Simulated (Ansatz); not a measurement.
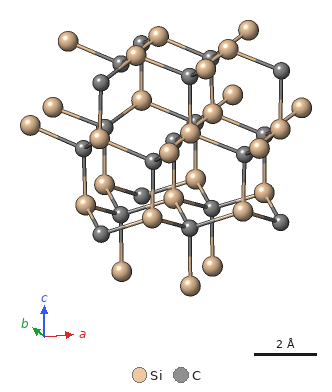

A defect cell of composition Si₄₇C₄₈ (cell charge +1), before the relaxation. A ball-and-stick model of the atoms within 5.0 Å of the atom that moves most (axes of the cell of the calculation (origin shifted)), seen slightly off an axis.

Level of theory: DFT, PBEsol, PAW, plane waves (Ansatz 0.2.0).

(plane-wave cutoff 420 eV; k-point mesh 1 × 1 × 1; mesh shifted by (0.25, 0.25, 0.25); collinear spin; atoms relaxed in a fixed cell; force threshold 0.03 eV/Å; at most 80 steps)

```xyz
95
Lattice="9.2342 0.0000 0.0000 0.0000 10.6627 0.0000 0.0000 0.0000 10.0759" Properties=species:S:1:pos:R:3 pbc="T T T"
Si    0.0003   10.6504    5.0693
Si    3.0819   10.6466    5.0506
Si    1.5344    2.6747    5.0628
Si    9.2240    5.3320    5.0571
Si    6.1462   10.6330    5.0096
Si    4.6220    2.6596    5.0554
Si    1.5760    8.0101    5.0059
Si    7.6795    2.6756    4.9928
Si    6.1935    5.3179    5.0615
Si    4.5879    7.9889    5.0493
Si    7.6946    7.9978    5.0344
Si    0.0230    1.7628    2.5401
Si    3.0464    1.7626    2.5188
Si    1.5819    4.3859    2.4982
Si    0.0187    7.1104    2.4797
Si    6.1313    1.7579    2.5483
Si    4.5976    4.4460    2.5159
Si    3.0677    7.1432    2.5154
Si    1.5385    9.7772    2.5519
Si    7.6804    4.4539    2.5060
Si    6.1621    7.1193    2.5061
Si    4.6143    9.7649    2.5096
Si    7.7109    9.8188    2.5457
Si    1.5347    0.8712    7.5759
Si    9.2302    3.5289    7.5778
Si    4.6063    0.9042    7.5572
Si    3.0532    3.5755    7.5535
Si    1.5510    6.2358    7.5702
Si    0.0007    8.9055    7.5755
Si    7.6767    0.8686    7.5728
Si    6.1722    3.5248    7.5708
Si    4.6262    6.2235    7.5403
Si    3.0889    8.8970    7.5614
Si    7.6799    6.2015    7.5601
Si    6.1355    8.8775    7.5339
Si    0.0299    0.0272    0.0057
Si    3.0802   10.6521    0.0106
Si    1.5346    2.6797   10.0636
Si    0.0148    5.3425   10.0758
Si    6.1789   10.6456   10.0627
Si    4.6112    2.6352   10.0491
Si    3.0874    5.2942    0.0008
Si    1.5659    8.0152    0.0010
Si    7.6529    2.6922    0.0371
Si    6.1918    5.3438   10.0455
Si    4.6229    8.0041    0.0168
Si    7.6540    8.0020   10.0648
C     0.0030    0.0419    1.9165
C     3.0687   10.6435    1.8702
C     1.5812    2.6507    1.8906
C     9.2110    5.3072    1.8948
C     6.2021   10.6417    1.9091
C     4.6084    2.6898    1.8891
C     3.0663    5.3311    1.8885
C     1.5228    8.0030    1.8858
C     7.6992    2.6915    1.8854
C     6.1692    5.3489    1.8977
C     4.6016    7.9978    1.8617
C     7.7039    8.0155    1.9076
C     9.2296   10.6534    6.9087
C     3.1424    0.0018    6.9248
C     1.5672    2.6242    6.9349
C     9.2297    5.3041    6.9086
C     6.1886    0.0132    6.9191
C     4.6045    2.6890    6.9425
C     3.0724    5.3311    6.9101
C     1.5783    8.0013    6.9044
C     7.7188    2.6654    6.9393
C     6.1198    5.3102    6.9004
C     4.5849    7.9916    6.9350
C     7.6702    7.9445    6.9437
C     0.0174    1.7767    4.4188
C     3.0831    1.7628    4.4015
C     1.5239    4.4350    4.3700
C     0.0104    7.0938    4.4271
C     6.1976    1.7795    4.4297
C     4.6039    4.4527    4.4212
C     3.0773    7.1427    4.4194
C     1.5301    9.7796    4.4241
C     7.7002    4.4826    4.4270
C     6.1472    7.1078    4.3948
C     4.5939    9.7696    4.4135
C     7.6956    9.7930    4.4038
C     1.5301    0.9046    9.4637
C     9.2264    3.5749    9.4642
C     4.5952    0.8713    9.4540
C     3.0680    3.5434    9.4563
C     1.5567    6.1975    9.4211
C     0.0264    8.9110    9.4519
C     7.6929    0.9058    9.4640
C     6.1667    3.5593    9.4322
C     4.6069    6.2286    9.4758
C     3.0696    8.8967    9.4559
C     7.6904    6.2405    9.4612
C     6.1713    8.8880    9.4235
```

Predict the outcome.

Answer. Over 4 geometry steps the energy falls by 1.885 eV per cell of the calculation. Largest force component: 2 eV/Å at the start, 0.0091 eV/Å at the end. C77 moves most: 0.21 Å roughly along [3 −1 −1]. Largest moves by element: C 0.21 Å, Si 0.09 Å. The cell doesn't change. Near-neighbour distances that change, for instance: Si9–C80 1.836 → 1.923 Å, Si9–C77 1.920 → 1.835 Å, Si8–C68 1.947 → 1.883 Å, Si4–C74 1.905 → 1.846 Å. Bond angles that change, for instance: C77–Si9–C80 111.1° → 101.8°, Si6–C77–Si9 107.8° → 115.7°, Si3–C74–Si4 108.1° → 115.4°. The program noted that the starting moments weren't kept. Cost: 2.8 min on 7 threads of Arm Neoverse-V2, peak memory 3.1 GiB.

History of the run:

```
step  E − E(0), meV/atom  largest force component, eV/Å
   0                0.00                         1.9810
   1              -14.98                         1.2232
   2              -19.77                         0.1330
   3              -19.82                         0.0673
   4              -19.85                         0.0091
```

After the run, drawn alike:

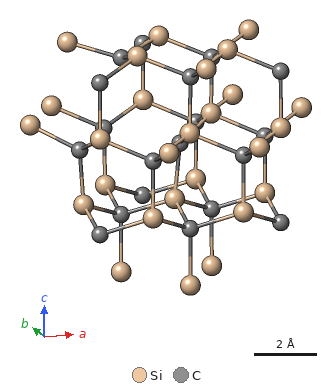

Limits of the set-up: the cell is charged, on a uniform background, and energies carry no finite-size correction.
